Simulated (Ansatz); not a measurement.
Run report: Ti24O47, geometry relaxation (part 2 of 2)

Continued. System: Ti24O47 (defect cell, 71 atoms in the cell). Method: DFT, PBEsol, PAW, plane waves (Ansatz 0.2.0); cutoff 420 eV, 1×1×1 k-mesh, Fermi–Dirac smearing of 0.01 eV. 

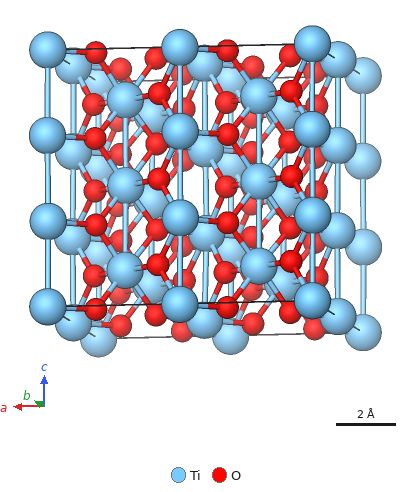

Fig. 1: The input geometry (ball-and-stick view of the cell of the calculation, seen at an oblique angle).

## Output, continued
```
SCF iter   1: F=—  HF=-85832.274861 eV  |F-HF|=—  |Δ(HF+E_count)|=         —  Δρ=1.02e-3  dr2=5.79e-3  ethr=6.75e-6  ⟨swp⟩=3.0  Hψ=698  notcnv=0  defer=53
preconditioner: auto → LDOS  [insulator: Δε(μ)=0.033 eV  Ē_g=9.588 eV  σ=0.010 eV  W_gap=0.67  n_scr=234 (ndim 8)  ℏωp=26.5 eV  f_vac=0.022  D(μ)=55.02/eV (n_scr^D=610)  ε∞_Penn≈8.6  β→1.0]
SCF iter   2: F=—  HF=-85832.274259 eV  |F-HF|=—  |Δ(HF+E_count)|=   6.02e-4  Δρ=4.67e-4  dr2=1.51e-3  ethr=1.02e-6  ⟨swp⟩=2.0  Hψ=602  notcnv=0  defer=53
SCF iter   3: F=—  HF=-85832.273762 eV  |F-HF|=—  |Δ(HF+E_count)|=   4.97e-4  Δρ=2.14e-4  dr2=4.25e-4  ethr=2.65e-7  ⟨swp⟩=2.0  Hψ=564  notcnv=0  defer=53
SCF iter   4: F=—  HF=-85832.273702 eV  |F-HF|=—  |Δ(HF+E_count)|=   6.03e-5  Δρ=1.01e-4  dr2=1.24e-4  ethr=7.45e-8  ⟨swp⟩=2.0  Hψ=478  notcnv=0  defer=53
SCF iter   5: F=—  HF=-85832.273750 eV  |F-HF|=—  |Δ(HF+E_count)|=   4.77e-5  Δρ=5.94e-5  dr2=5.55e-5  ethr=2.18e-8  ⟨swp⟩=2.0  Hψ=443  notcnv=0  defer=53
SCF iter   6: F=—  HF=-85832.274476 eV  |F-HF|=—  |Δ(HF+E_count)|=   7.27e-4  Δρ=4.36e-5  dr2=2.68e-5  ethr=9.75e-9  ⟨swp⟩=2.0  Hψ=315  notcnv=0  defer=53
SCF iter   7: F=—  HF=-85832.274474 eV  |F-HF|=—  |Δ(HF+E_count)|=   1.90e-6  Δρ=2.77e-5  dr2=1.04e-5  ethr=4.70e-9  ⟨swp⟩=2.0  Hψ=324  notcnv=0  defer=53
SCF iter   8: F=—  HF=-85832.274473 eV  |F-HF|=—  |Δ(HF+E_count)|=   7.51e-7  Δρ=1.76e-5  dr2=4.09e-6  ethr=1.83e-9  ⟨swp⟩=2.0  Hψ=447  notcnv=0  defer=53
SCF iter   9: F=—  HF=-85832.274473 eV  |F-HF|=—  |Δ(HF+E_count)|=   2.13e-7  Δρ=1.37e-5  dr2=2.40e-6  ethr=7.18e-10  ⟨swp⟩=2.0  Hψ=445  notcnv=0  defer=53
SCF iter  10: F=—  HF=-85832.274473 eV  |F-HF|=—  |Δ(HF+E_count)|=   1.73e-7  Δρ=9.64e-6  dr2=1.28e-6  ethr=4.21e-10  ⟨swp⟩=2.0  Hψ=445  notcnv=0  defer=53
SCF iter  11: F=—  HF=-85832.274473 eV  |F-HF|=—  |Δ(HF+E_count)|=   9.26e-8  Δρ=6.44e-6  dr2=5.39e-7  ethr=2.24e-10  ⟨swp⟩=2.0  Hψ=325  notcnv=0  defer=53
SCF iter  12: F=—  HF=-85832.274473 eV  |F-HF|=—  |Δ(HF+E_count)|=   4.94e-8  Δρ=4.07e-6  dr2=1.90e-7  ethr=9.46e-11  ⟨swp⟩=2.0  Hψ=445  notcnv=0  defer=53
SCF iter  13: F=-85832.274473 eV  HF=-85832.274473 eV  |F-HF|=8.06e-8  |Δ(HF+E_count)|=   8.86e-9  Δρ=2.67e-6  dr2=8.81e-8  ethr=1.75e-11  ⟨swp⟩=7.0  Hψ=1241  notcnv=0
SCF 14 converged in 13 iterations: F = -85832.274473 eV  dr2 = 8.81e-8
relax step  14: F+E_penalty+E_count = -85832.27447282 eV  Δ(F+E_penalty+E_count) = -4.231e-4 eV  max|allowed force component| = 1.667e-2 eV/Å  Δτ_max = 0.0131 Å  (13 SCF iters, accepted)
SCF converged after 13 iterations
Free energy (F): -85832.274473 eV
Harris-Foulkes:  -85832.274473 eV  (|F-HF|=8.06e-8)
Internal energy: -85832.255902 eV  (E = F + TS)
E sigma→0 (E₀):  -85832.265188 eV
Entropy (-TS):   -0.018570 eV (-0.262 meV/atom)
Fermi energy:    11.139128 eV
--- Per-component energies (eV) ---
  E_band       = -4690.297563
  E_kinetic    = 14770.928412
  E_local      = -37471.229372  (includes V_loc(G=0)·N_el)
  E_nonlocal   = 2367.198868
  E_hartree    = 14332.193934
  E_xc         = -5772.821617
  E_vxc        = -7347.878233  (∫ρ·V_xc dr)
  E_paw        = -31640.768284  (= ΣΔE_a)
  E_vpaw       = -5673.824336  (= ΣTr[D̂ρ^β])
  E_aug_tail   = 0.118119  (compensation charges beyond the density's cutoff)
  E_ewald      = -42422.879718
  E_core_change = 5.003755  (= ΣΔE_core)
  E_smearing   = -0.018570  (= −TS)
  E_closure    = 0.000000  (closes the sum)
  Σ components = -85832.274473   (vs F -85832.274473, Δ=0.00e0)
--- Forces (eV/Å), atoms counted from 1 ---
  atom   1  Ti    -0.00083685     0.00368195     0.00285911
  atom   2  Ti    -0.00353528     0.00106924     0.00305956
  atom   3  Ti     0.00346485     0.00552238    -0.00517795
  atom   4  Ti     0.00146492    -0.00252477     0.00120341
  atom   5  Ti     0.00362194     0.00196857     0.00176177
  atom   6  Ti    -0.00273306    -0.00297035    -0.00659537
  atom   7  Ti     0.00100371    -0.00231830    -0.00005744
  atom   8  Ti    -0.00253365     0.00339485     0.00441938
  atom   9  Ti    -0.00195675    -0.00173521     0.00016470
  atom  10  Ti    -0.00248438     0.00235981    -0.00151286
  atom  11  Ti    -0.00367797    -0.00751652     0.01094089
  atom  12  Ti     0.00523914     0.00497980    -0.00460413
  atom  13  Ti    -0.00276290    -0.00142582     0.00273356
  atom  14  Ti     0.00762130     0.00203948     0.00064088
  atom  15  Ti    -0.00380489    -0.00312168    -0.00135472
  atom  16  Ti    -0.00990905    -0.00858647    -0.01088162
  atom  17  Ti    -0.00723997     0.00331159    -0.00166998
  atom  18  Ti     0.00141658     0.01667265    -0.01247782
  atom  19  Ti    -0.00288892    -0.00677763    -0.00064059
  atom  20  Ti    -0.00250828     0.00125763    -0.00262683
  atom  21  Ti     0.00670236    -0.00302788    -0.00672755
  atom  22  Ti     0.00059558     0.00677846     0.00454846
  atom  23  Ti     0.00565964     0.00608459     0.00294253
  atom  24  Ti     0.00310442     0.00191749    -0.00487641
  atom  25  O      0.00152881     0.00040667    -0.00365979
  atom  26  O     -0.00388157     0.00195328     0.00148290
  atom  27  O     -0.00277339    -0.00641029     0.00160303
  atom  28  O     -0.00438289    -0.00163556     0.01103593
  atom  29  O      0.00208486     0.00267275     0.00727357
  atom  30  O      0.00192513    -0.00067461     0.00678523
  atom  31  O      0.00191087     0.00286393     0.01275036
  atom  32  O      0.00242851    -0.00132550     0.00411093
  atom  33  O      0.00066050    -0.00051628    -0.00473194
  atom  34  O     -0.00283821    -0.00252873    -0.00743804
  atom  35  O     -0.00028804     0.00127967    -0.00263011
  atom  36  O     -0.00435937    -0.00221899    -0.00034878
  atom  37  O      0.00761817     0.00175978     0.00136535
  atom  38  O      0.00134556     0.00230887    -0.00374992
  atom  39  O      0.00303813     0.00111678    -0.00213113
  atom  40  O      0.00088718     0.00175898    -0.00660122
  atom  41  O     -0.00157115     0.00008349     0.00680481
  atom  42  O     -0.00111708    -0.00186198     0.00644580
  atom  43  O      0.00145766     0.00071784    -0.00246363
  atom  44  O     -0.00335906    -0.00198007    -0.00201369
  atom  45  O      0.00282799     0.00319274     0.00383270
  atom  46  O      0.00188722     0.00051104     0.00642682
  atom  47  O      0.00434490     0.00118348    -0.00151605
  atom  48  O     -0.00320502    -0.00019538    -0.00054928
  atom  49  O      0.00156293     0.00321918    -0.00493839
  atom  50  O      0.00052872     0.00025645    -0.00283895
  atom  51  O     -0.00341242     0.00452610     0.00227799
  atom  52  O      0.00146554     0.00078498     0.00472763
  atom  53  O      0.00084091    -0.00014845     0.00970638
  atom  54  O     -0.00040354    -0.01088302     0.00159473
  atom  55  O     -0.00410458    -0.00693936    -0.00828633
  atom  56  O     -0.00979043     0.00257739     0.01195391
  atom  57  O      0.00115381    -0.00073104    -0.00501723
  atom  58  O      0.00123303     0.00038105    -0.00094296
  atom  59  O      0.00097093    -0.00294790     0.00079605
  atom  60  O     -0.00117965     0.00295767    -0.00186554
  atom  61  O      0.00154216     0.00644442    -0.00057109
  atom  62  O      0.00193626     0.00031964    -0.00364819
  atom  63  O      0.00964915    -0.00898172    -0.00130508
  atom  64  O      0.00122384     0.00173398    -0.00333939
  atom  65  O     -0.00030958    -0.01425644     0.00286892
  atom  66  O     -0.00080460     0.00187903    -0.00481046
  atom  67  O     -0.00272261    -0.00664217     0.00123897
  atom  68  O      0.00285554    -0.00169862    -0.00350629
  atom  69  O      0.00102571    -0.00014095    -0.00333222
  atom  70  O      0.00164801     0.00214597    -0.00082164
  atom  71  O     -0.00411656     0.00264836     0.00191636
  max |Σ_I F_I| component: 1.52e-5 eV/Å
--- Band table (eV) ---
  k-point 0: bands = ["-47.4188", "-47.3978", "-47.3950", "-47.3920", "-47.3722", "-47.3605", "-47.3584", "-47.3565", "-47.3553", "-47.3540", ... 146 levels left out ..., "4.2156", "4.2229", "4.2563", "4.2744", "4.2932", "4.3233", "4.3562", "4.3754", "4.3919", "4.4497", "4.4635", "4.4806", "4.4965", "4.5340", "4.5644", "4.5749", "4.6269", "4.6516", "4.7034", "4.7511", "4.7751", "4.8073", "4.8244", "4.8489", "4.8550", "4.8782", "4.9014", "4.9179", "4.9480",
      "4.9597", "4.9784", "5.0550", "5.0648", "5.0867", "5.1669", "5.1855", "5.2242", "5.2541", "5.3038", "5.3216", "5.3474", "5.3979", "5.4443", "5.4615", "5.5281", "5.6676", "5.7100", "5.7270", "5.7679", "5.8430", "5.8605", "5.8948", "5.9292", "5.9540", "6.0181", "6.0556", "6.0796", "6.1333", "6.1574", "6.2005", "6.2384", "6.2741", "6.2801", "6.2973", "6.3180", "6.3423", "6.4010", "6.4179", "6.4639",
      "6.5029", "6.5247", "6.5457", "6.6101", "6.6190", "6.6681", "6.7031", "6.7384", "6.7973", "6.8459", "6.8543", "6.8837", "6.9368", "6.9810", "7.0152", "7.0374", "7.0810", "7.1047", "7.1345", "7.1386", "7.1982", "7.2102", "7.2475", "7.2695", "7.2880", "7.3218", "7.3424", "7.3652", "7.3777", "7.4313", "7.4500", "7.4777", "7.5012", "7.5316", "7.5681", "7.5835", "7.6132", "7.6522", "7.6906", "7.7054",
      "7.7267", "7.7881", "7.8070", "7.8697", "7.8812", "7.9534", "7.9710", "8.0053", "8.0890", "8.1052", "8.1274", "8.2205", "8.2632", "8.2763", "8.3190", "8.3824", "8.4738", "8.4982", "8.7936", "11.1234", "11.1550", "11.2017", "11.2318", "11.2839", "11.3393", "11.3924", "11.4642", "11.4739", "11.5066", "11.5371", "11.5475", "11.5613", "11.6093", "11.6231", "11.6534", "11.7148", "11.7214", "11.7548", "11.8107", "11.8262",
      "11.8617", "11.8656", "11.8799", "11.9030", "11.9515", "11.9708", "11.9947", "12.0124", "12.0682", "12.0965", "12.1063", "12.1248", "12.1508", "12.1962", "12.2326", "12.2513", "12.2750", "12.2935", "12.3233", "12.3375", "12.3878", "12.3934", "12.4105", "12.4216", "12.4563", "12.4711", "12.4874", "12.5026", "12.5114", "12.5347", "12.5550", "12.6009", "12.6500", "12.7033", "12.7108", "12.7530", "12.8041", "12.8259", "12.8545", "12.8935",
      "12.9065", "12.9625", "13.0084", "13.0405", "13.0926", "13.1193", "13.1257", "13.1639", "13.1704", "13.2124", "13.2984"]
--- Relaxed structure (14 steps of the walk, 12 accepted, 0 SCFs on fresh bases) ---
  F+E_penalty+E_count = -85832.27447282 eV   max|allowed force component| = 1.667e-2 eV/Å
  atoms:
    - { symbol: Ti, position: [0.9913029846594256, 1.0096549401479484, 1.0003609951214547] }
    - { symbol: Ti, position: [1.0041710239566919, -0.011485336518567186, 0.329766872667558] }
    - { symbol: Ti, position: [0.011727508081158371, -0.0039336086281368384, 0.6710166964226627] }
    - { symbol: Ti, position: [1.0003399157128723, 0.49937240760719215, 0.9996957492900765] }
    - { symbol: Ti, position: [-0.001195103774746987, 0.5009497341416157, 0.3331817083674263] }
    - { symbol: Ti, position: [0.9998313477060394, 0.5023332481827342, 0.6659645208229963] }
    - { symbol: Ti, position: [0.5013893196588356, 0.0004965327281017027, 1.000901734707454] }
    - { symbol: Ti, position: [0.4985608711160984, 1.0007926473283857, 0.3346586301267381] }
    - { symbol: Ti, position: [0.4995731245078837, 0.001920168434860806, 0.6673835513454831] }
    - { symbol: Ti, position: [0.5114598424226244, 0.48917982732628995, 1.0003986029221925] }
    - { symbol: Ti, position: [0.48175737125946794, 0.5173321897213322, 0.31292981157848226] }
    - { symbol: Ti, position: [0.4832474425888268, 0.5186321668083604, 0.6878041900013264] }
    - { symbol: Ti, position: [0.24739307531260257, 0.2475388427088809, 0.1671565564362309] }
    - { symbol: Ti, position: [0.24960449611299723, 0.25219639341329514, 0.49863378936228625] }
    - { symbol: Ti, position: [0.2530774929742588, 0.25355535669192725, 0.8339506095457041] }
    - { symbol: Ti, position: [0.2439628042097526, 0.7554321879746345, 0.16567193700655797] }
    - { symbol: Ti, position: [0.2531891217349538, 0.7474926149802518, 0.5007918239058521] }
    - { symbol: Ti, position: [0.24542594963743405, 0.7567104111658907, 0.8361305646832623] }
    - { symbol: Ti, position: [0.7488752229536606, 0.25047822545415455, 0.16907130829841224] }
    - { symbol: Ti, position: [0.7725540723118234, 0.22805250148948927, 0.5004833338042436] }
    - { symbol: Ti, position: [0.7502570409493244, 0.25194650754437453, 0.8318628296614784] }
    - { symbol: Ti, position: [0.7471772065726178, 0.7475436958850725, 0.1665201368781909] }
    - { symbol: Ti, position: [0.7479432622552806, 0.7504284777028919, 0.5020019268851589] }
    - { symbol: Ti, position: [0.7531279281371851, 0.7535023962032412, 0.8335885088775636] }
    - { symbol: O, position: [0.1523326632431407, 0.15294892801509094, 0.9987939157717527] }
    - { symbol: O, position: [0.15565215213039318, 0.15039212910539448, 0.33394721228649343] }
    - { symbol: O, position: [0.15566693920227592, 0.15024043969444223, 0.6682336065764136] }
    - { symbol: O, position: [0.1496799082526578, 0.6547974554509338, 1.0002411876681447] }
    - { symbol: O, position: [0.154746410780989, 0.6509577881537987, 0.3330476493665385] }
    - { symbol: O, position: [0.1553707307109327, 0.6505149088405885, 0.667205484821664] }
    - { symbol: O, position: [0.6507447701792052, 0.1562900272170942, -7.547165783913524e-5] }
    - { symbol: O, position: [0.6490602731423054, 0.15851902093421166, 0.3399635212915866] }
    - { symbol: O, position: [0.6490301540129177, 0.15868954890594933, 0.6614284510882035] }
    - { symbol: O, position: [0.6550710723489289, 0.6491174937910469, 0.0003009910465775376] }
    - { symbol: O, position: [0.6512696162460975, 0.6457564311395066, 0.3360952576504132] }
    - { symbol: O, position: [0.6513424537616472, 0.6476098328826936, 0.664724286022628] }
    - { symbol: O, position: [0.35151413092764283, 0.3456722404088062, 1.0005097339382074] }
    - { symbol: O, position: [0.3529738057494237, 0.3493117618015664, 0.33618316090778294] }
    - { symbol: O, position: [0.35481296814389, 0.3492470482628831, 0.6648173587794811] }
    - { symbol: O, position: [0.34585148921406933, 0.8510066509942933, 0.0005872949890591203] }
    - { symbol: O, position: [0.35019219198037166, 0.8451931993334112, 0.33348709860651826] }
    - { symbol: O, position: [0.34962321870527713, 0.8458947347154913, 0.6676389373089161] }
    - { symbol: O, position: [0.844370723879377, 0.34990056000431446, 0.0008762734820439967] }
    - { symbol: O, position: [0.8419615427508267, 0.35155917991268354, 0.33949401145277724] }
    - { symbol: O, position: [0.8421245378023393, 0.3515242337950179, 0.6607730245904448] }
    - { symbol: O, position: [0.8477120522065567, 0.8482632840927093, 0.0020468301432351663] }
    - { symbol: O, position: [0.8503711040256458, 0.8449221145144993, 0.3326532655875909] }
    - { symbol: O, position: [0.8502255458689413, 0.8450490618220557, 0.6667104552554378] }
    - { symbol: O, position: [0.09797195082565972, 0.40034165906728736, 0.16751347635845498] }
    - { symbol: O, position: [0.09834302625576125, 0.3999482801777638, 0.5009945852957047] }
    - { symbol: O, position: [0.09873525601716734, 0.40116582873213924, 0.8330459601125202] }
    - { symbol: O, position: [0.09872563475752504, 0.9047463832305622, 0.16374781894651505] }
    - { symbol: O, position: [0.1021861464671227, 0.8984916778917511, 0.5002932190627793] }
    - { symbol: O, position: [0.09594116281174228, 0.9019799420266417, 0.8369472552717248] }
    - { symbol: O, position: [0.5947272333459235, 0.40231991126097677, 0.1742658031265982] }
    - { symbol: O, position: [0.5985635182119645, 0.40602654626018586, 0.8265351058075879] }
    - { symbol: O, position: [0.5994497237655376, 0.9018657832323055, 0.16788148694011057] }
    - { symbol: O, position: [0.6006462862181688, 0.9022285137421128, 0.49996683637003975] }
    - { symbol: O, position: [0.6002349589302921, 0.9026232395155055, 0.8333865295846362] }
    - { symbol: O, position: [0.4037364181724216, 0.0974855755071362, 0.1675017006449694] }
    - { symbol: O, position: [0.40144424715589705, 0.09488396836570885, 0.5008299908112915] }
    - { symbol: O, position: [0.40354658321674053, 0.0971120018253359, 0.8334462733299037] }
    - { symbol: O, position: [0.39750018306845397, 0.6009059697470674, 0.1551305083342219] }
    - { symbol: O, position: [0.4105448267388172, 0.5900152338359964, 0.500447250479224] }
    - { symbol: O, position: [0.3999522879033395, 0.6032565366787199, 0.8455451148681986] }
    - { symbol: O, position: [0.9014460127758724, 0.10083789260107982, 0.17155155313498263] }
    - { symbol: O, position: [0.9092011730246764, 0.09177620052298582, 0.5003559112626192] }
    - { symbol: O, position: [0.8997429524709196, 0.09915995274870071, 0.8292894630988208] }
    - { symbol: O, position: [0.9034743202094521, 0.5970234361715016, 0.1675297240777417] }
    - { symbol: O, position: [0.9055806162547463, 0.5990872357186614, 0.5000111550063806] }
    - { symbol: O, position: [0.9031877050788769, 0.5969366288571706, 0.8333643523821123] }
--- Löwdin populations: 71 sites ---
  site symbol       q [e]
     0     Ti     10.6956
     1     Ti     10.6907
     2     Ti     10.6905
     3     Ti     10.6682
     4     Ti     10.6739
     5     Ti     10.6729
     6     Ti     10.6685
     7     Ti     10.6730
     8     Ti     10.6739
     9     Ti     10.7316
    10     Ti     10.7362
    11     Ti     10.7362
    12     Ti     10.6784
    13     Ti     10.6864
    14     Ti     10.6780
    15     Ti     10.6924
    16     Ti     10.6915
    17     Ti     10.6921
    18     Ti     10.6796
    19     Ti     10.7124
    20     Ti     10.6799
    21     Ti     10.6780
    22     Ti     10.6865
    23     Ti     10.6784
    24      O      6.6234
    25      O      6.6286
    26      O      6.6312
    27      O      6.6162
    28      O      6.6392
    29      O      6.6400
    30      O      6.6359
    31      O      6.6472
    32      O      6.6472
    33      O      6.6344
    34      O      6.6572
    35      O      6.6493
    36      O      6.6351
    37      O      6.6497
    38      O      6.6573
    39      O      6.6158
    40      O      6.6397
    41      O      6.6390
    42      O      6.6358
    43      O      6.6467
    44      O      6.6470
    45      O      6.6232
    46      O      6.6313
    47      O      6.6293
    48      O      6.6399
    49      O      6.6392
    50      O      6.6397
    51      O      6.5982
    52      O      6.6207
    53      O      6.5982
    54      O      6.6048
    55      O      6.6047
    56      O      6.6399
    57      O      6.6392
    58      O      6.6400
    59      O      6.6276
    60      O      6.6236
    61      O      6.6269
    62      O      6.5479
    63      O      6.6562
    64      O      6.5478
    65      O      6.6274
    66      O      6.5792
    67      O      6.6273
    68      O      6.6270
    69      O      6.6236
    70      O      6.6276
  spilling = 0.003419 (of n_electrons = 570.000000)
```

## Summary

```tsv
quantity	value
outcome	converged
electrons treated	570
free energy	−85832.2745 eV
Fermi energy	11.139 eV
largest force (length of the vector) at the end	0.021 eV/Å
hardware	7 threads of Arm Neoverse-V2, 14 GiB of memory available, shared host
wall time	3.3 min (CPU time 20 min)
peak memory	1.8 GiB
```

## Remarks

The k-point mesh is coarse for a cell of this size, so the results may not be converged.
